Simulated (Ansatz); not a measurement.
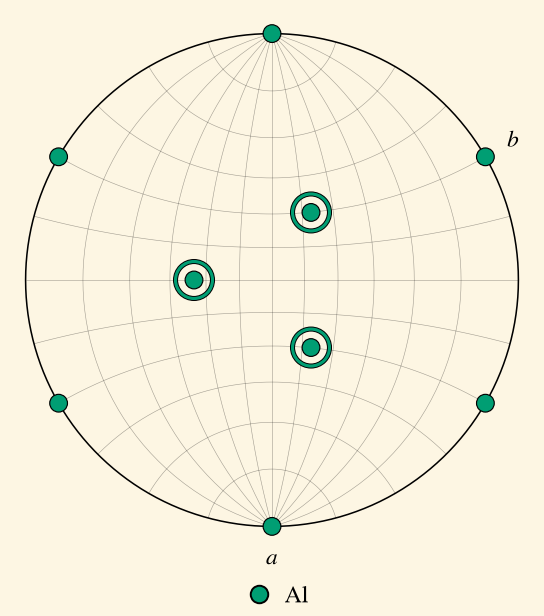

Crystal: Al, the end point of a relaxation at a target pressure of 20 GPa with DFT r2SCAN, scalar-relativistic, plane waves, PAW (Ansatz 0.2.0). Directions from one aluminium atom at (1/3, 2/3, 1/4) to its bonded neighbours, in stereographic projection down c (filled: above the plane of the page or in it, open: below). Symmetry computed with spglib at a tolerance of 0.002 Å; standard conventional cell.

Neighbours are counted up to 2.95 Å for Al.

```cif
data_structure
_symmetry_space_group_name_H-M 'P 1'
_symmetry_Int_Tables_number 1
_cell_length_a 2.6785
_cell_length_b 2.6785
_cell_length_c 8.7914
_cell_angle_alpha 90.000
_cell_angle_beta 90.000
_cell_angle_gamma 120.000
_cell_volume 54.62
loop_
_atom_site_label
_atom_site_type_symbol
_atom_site_fract_x
_atom_site_fract_y
_atom_site_fract_z
_atom_site_occupancy
Al1 Al 0.00000 0.00000 0.00000 1
Al2 Al 0.33333 0.66667 0.25000 1
Al3 Al 0.00000 0.00000 0.50000 1
Al4 Al 0.66667 0.33333 0.75000 1
```

How many neighbours are there, and at what angles?

Answer. 12: 6 Al at 2.68 Å, 6 Al at 2.69 Å. Angles between bonds: 60° (24×), 90° (12×), 110° (3×), 120° (18×), 147° (6×), 180° (3×).

What is the site's symmetry in the crystal?

Answer. Point group -6m2 (D3h), order 12: one −6 axis, three twofold axes, four mirror planes. In No. 194, P6_3/mmc this is Wyckoff position 2c.
